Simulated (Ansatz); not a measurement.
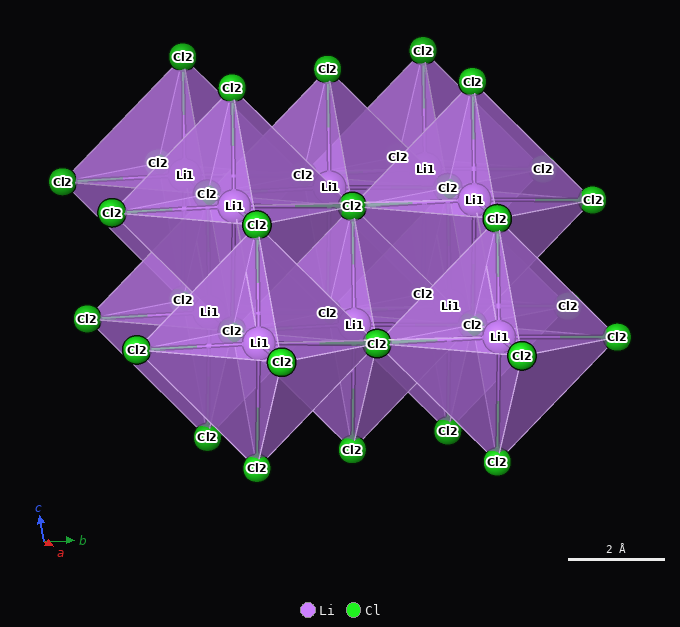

**Figure 1.** The structure (polyhedral view of the cell 2 times as large as that of the calculation, set on its symmetry axes, seen slightly off an axis; polyhedra are completed across the faces of the cell; atoms are numbered from 1 in the order of the input). An atom can appear more than once, as a periodic image.

## LiCl: one change and its effect

System: LiCl (2 atoms in the cell).
Method of run 1: DFT PBE, scalar-relativistic, plane waves, PAW, no spin polarisation (Ansatz 0.2.0).

The structure derives from an entry of the Crystallography Open Database. Text and figures count atoms from 1; the logs count them from 0 in places.

## The input, run 1
```yaml
crystal:
  lattice:
    - [0.0, 2.56476, 2.56476]
    - [2.56476, 0.0, 2.56476]
    - [2.56476, 2.56476, 0.0]
  atoms:
    - { symbol: Li, position: [0.0, 0.0, 0.0] }
    - { symbol: Cl, position: [0.5194950015, 0.4805049985, 0.4415149956] }
basis:
  ecutwfc: 420
kpoints:
  mp_grid: { grid: [8, 8, 8] }
hamiltonian:
  xc: pbe
scf:
  occupations: { method: gaussian, width: 0.05 }
output:
  forces: true
  stress: true
  eigenvalues: true
```

Launched with:
```bash
ansatz run input.yaml --threads 1 --pin off --max-ram 2560MiB --backend cpu --events-out ev --progress --plain --runs-dir out
```

Hardware: 1 thread of Arm Neoverse V2, 24 GiB of memory available, shared host.

## Output, shortened to warnings, some set-up lines, iterations and results (run 1)
```
Basis set: ecut = 420 eV, 645 PW (Γ), exchange–correlation on 50×50×50 points (8 copies of the dense FFT grid, shifted against one another)
Symmetry: 2 space group operations
k-points: 150 of 512 (time reversal used)
Initial density: superposition of atomic densities (neutral atoms: chi_scale 0, normalization atom), corrected by the library's trained network
[...]
SCF iter   1: F=—  HF=-1287.814726 eV  |F-HF|=—  |Δ(HF+E_count)|=         —  Δρ=2.90e-4  dr2=2.09e-5  ethr=1.77e-3  ⟨swp⟩=6.7  Hψ=9877  notcnv=0
SCF iter   2: F=—  HF=-1287.814647 eV  |F-HF|=—  |Δ(HF+E_count)|=   7.88e-5  Δρ=1.68e-4  dr2=1.20e-5  ethr=2.09e-7  ⟨swp⟩=2.6  Hψ=3438  notcnv=0
SCF iter   3: F=—  HF=-1287.814632 eV  |F-HF|=—  |Δ(HF+E_count)|=   1.55e-5  Δρ=6.64e-5  dr2=8.90e-7  ethr=1.20e-7  ⟨swp⟩=2.0  Hψ=1826  notcnv=0
SCF iter   4: F=—  HF=-1287.814630 eV  |F-HF|=—  |Δ(HF+E_count)|=   1.38e-6  Δρ=2.32e-5  dr2=1.78e-7  ethr=8.90e-9  ⟨swp⟩=2.0  Hψ=1924  notcnv=0
SCF iter   5: F=-1287.814630 eV  HF=-1287.814630 eV  |F-HF|=3.24e-9  |Δ(HF+E_count)|=   2.49e-8  Δρ=3.99e-6  dr2=5.20e-9  ethr=1.78e-9  ⟨swp⟩=2.1  Hψ=1807  notcnv=0
SCF iter   6: F=-1287.814630 eV  HF=-1287.814630 eV  |F-HF|=2.73e-11  |Δ(HF+E_count)|=   1.35e-9  Δρ=8.57e-7  dr2=2.15e-10  ethr=5.20e-11  ⟨swp⟩=1.5  Hψ=3920  notcnv=0
SCF 1 converged in 6 iterations: F = -1287.814630 eV  dr2 = 2.15e-10
SCF converged after 6 iterations
Free energy (F): -1287.814630 eV
Harris-Foulkes:  -1287.814630 eV  (|F-HF|=2.73e-11)
Internal energy: -1287.814630 eV  (E = F + TS)
E sigma→0 (E₀):  -1287.814630 eV
Fermi energy:    4.858589 eV
--- Per-component energies (eV) ---
  E_band       = -103.300963
  E_kinetic    = 183.961444
  E_local      = -326.901762  (includes V_loc(G=0)·N_el)
  E_nonlocal   = -4.706838
  E_hartree    = 95.554256
  E_xc         = -118.733657
  E_vxc        = -137.011982  (∫ρ·V_xc dr)
  E_paw        = -680.440271  (= ΣΔE_a)
  E_vpaw       = -9.750334  (= ΣTr[D̂ρ^β])
  E_aug_tail   = 0.000092  (compensation charges beyond the density's cutoff)
  E_ewald      = -436.547894
  E_smearing   = -0.000000  (= −TS)
  E_closure    = -0.000000  (closes the sum)
  Σ components = -1287.814630   (vs F -1287.814630, Δ=0.00e0)
--- Forces (eV/Å), atoms counted from 1 ---
  atom   1  Li    -0.17989974    -0.06141627     0.00000000
  atom   2  Cl     0.17989575     0.06141226     0.00000000
  max |Σ_I F_I| component: 4.01e-6 eV/Å
--- Stress (GPa, compression-positive) ---
        2.011279      -0.056050       0.000000
       -0.056050       0.690570       0.000000
        0.000000       0.000000       0.283440
  P = ⅓ Tr σ = 0.9951 GPa (9.951 kbar)
```

The input of run 2 differs as follows (lines with − go, lines with + come):
```diff
-    - { symbol: Cl, position: [0.5194950015, 0.4805049985, 0.4415149956] }
+    - { symbol: Cl, position: [0.5, 0.5, 0.4220199941] }
```

How does run 2 compare with run 1?

With the same functional and potentials, run 2 lies 5.3 meV per atom higher. The pressure goes from 1.00 to 1.34 GPa. The largest force goes from 0.190 to 0.229 eV/Å. The number of SCF iterations is the same. The irreducible k-points go from 150 to 95. On the same kind of shared host run 2 took about 0.65 times as long.

## Output, shortened to warnings, some set-up lines, iterations and results (run 2)
```
Basis set: ecut = 420 eV, 645 PW (Γ), exchange–correlation on 50×50×50 points (8 copies of the dense FFT grid, shifted against one another)
Symmetry: 4 space group operations
k-points: 95 of 512 (time reversal used)
Initial density: superposition of atomic densities (neutral atoms: chi_scale 0, normalization atom), corrected by the library's trained network
[...]
SCF iter   1: F=—  HF=-1287.804069 eV  |F-HF|=—  |Δ(HF+E_count)|=         —  Δρ=3.27e-4  dr2=2.74e-5  ethr=1.77e-3  ⟨swp⟩=6.7  Hψ=6283  notcnv=0
SCF iter   2: F=—  HF=-1287.803972 eV  |F-HF|=—  |Δ(HF+E_count)|=   9.72e-5  Δρ=2.14e-4  dr2=2.05e-5  ethr=2.74e-7  ⟨swp⟩=2.7  Hψ=2187  notcnv=0
SCF iter   3: F=—  HF=-1287.803955 eV  |F-HF|=—  |Δ(HF+E_count)|=   1.64e-5  Δρ=8.84e-5  dr2=2.26e-6  ethr=2.05e-7  ⟨swp⟩=2.4  Hψ=1170  notcnv=0
SCF iter   4: F=—  HF=-1287.803952 eV  |F-HF|=—  |Δ(HF+E_count)|=   3.60e-6  Δρ=3.33e-5  dr2=4.34e-7  ethr=2.26e-8  ⟨swp⟩=2.0  Hψ=1235  notcnv=0
SCF iter   5: F=-1287.803952 eV  HF=-1287.803952 eV  |F-HF|=1.88e-8  |Δ(HF+E_count)|=   1.26e-7  Δρ=7.88e-6  dr2=2.64e-8  ethr=4.34e-9  ⟨swp⟩=2.4  Hψ=1227  notcnv=0
SCF iter   6: F=-1287.803952 eV  HF=-1287.803952 eV  |F-HF|=1.44e-9  |Δ(HF+E_count)|=   7.89e-9  Δρ=2.23e-6  dr2=2.19e-9  ethr=2.64e-10  ⟨swp⟩=1.3  Hψ=2530  notcnv=0
SCF 1 converged in 6 iterations: F = -1287.803952 eV  dr2 = 2.19e-9
SCF converged after 6 iterations
Free energy (F): -1287.803952 eV
Harris-Foulkes:  -1287.803952 eV  (|F-HF|=1.44e-9)
Internal energy: -1287.803952 eV  (E = F + TS)
E sigma→0 (E₀):  -1287.803952 eV
Fermi energy:    4.852803 eV
--- Per-component energies (eV) ---
  E_band       = -103.337760
  E_kinetic    = 184.074617
  E_local      = -328.028191  (includes V_loc(G=0)·N_el)
  E_nonlocal   = -4.689141
  E_hartree    = 96.056938
  E_xc         = -118.766634
  E_vxc        = -137.055437  (∫ρ·V_xc dr)
  E_paw        = -680.447464  (= ΣΔE_a)
  E_vpaw       = -9.753022  (= ΣTr[D̂ρ^β])
  E_aug_tail   = 0.000091  (compensation charges beyond the density's cutoff)
  E_ewald      = -436.004168
  E_smearing   = -0.000000  (= −TS)
  E_closure    = 0.000000  (closes the sum)
  Σ components = -1287.803952   (vs F -1287.803952, Δ=0.00e0)
--- Forces (eV/Å), atoms counted from 1 ---
  atom   1  Li    -0.16212880    -0.16212880     0.00000000
  atom   2  Cl     0.16212529     0.16212529     0.00000000
  max |Σ_I F_I| component: 3.51e-6 eV/Å
--- Stress (GPa, compression-positive) ---
        1.894316      -0.139706      -0.000000
       -0.139706       1.894316       0.000000
       -0.000000       0.000000       0.222002
  P = ⅓ Tr σ = 1.3369 GPa (13.369 kbar)
```

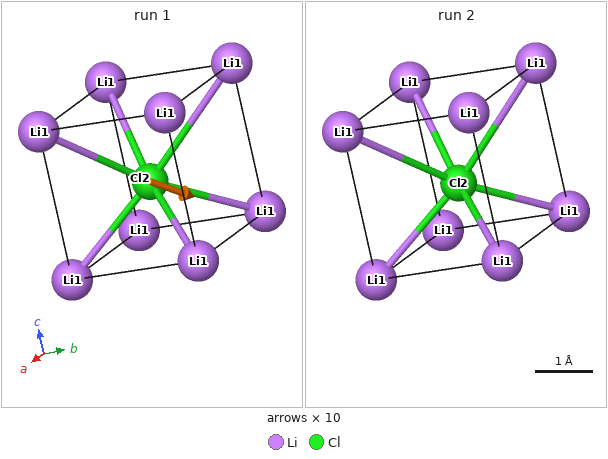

**Figure 2.** The two input geometries at one scale (ball-and-stick view of the cell of the calculation, seen slightly off an axis). The orange arrows on the first give the shifts of the atoms relative to the cell, magnified 10 times. The atom that moves furthest is Cl2 (0.10 Å). Li stays in place. The lattice vectors keep their values. Among the contacts that change: Li1–Cl2 2.672 → 2.772 Å.

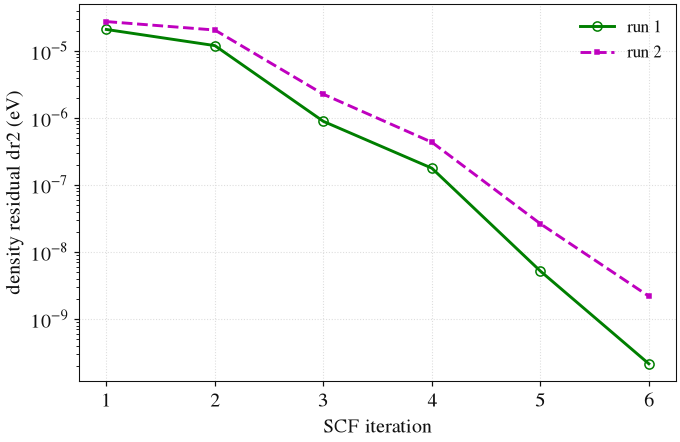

**Figure 3.** Convergence of the two runs: density residual dr2 against the SCF iteration. Run 1 takes 6 iterations in all, and run 2 takes 6.

## The two runs side by side

| quantity | run 1 | run 2 |
| --- | --- | --- |
| outcome | converged | converged |
| free energy per atom (eV) | −643.9073 | −643.9020 |
| gap on the mesh (eV) | 6.30 | 6.29 |
| pressure (GPa) | 1.00 | 1.34 |
| largest force (eV/Å) | 0.190 | 0.229 |
| SCF iterations | 6 | 6 |
| irreducible k-points | 150 | 95 |
| plane waves at Γ | 645 | 645 |
| wall time (shared host) | 3.9 s | 2.5 s |
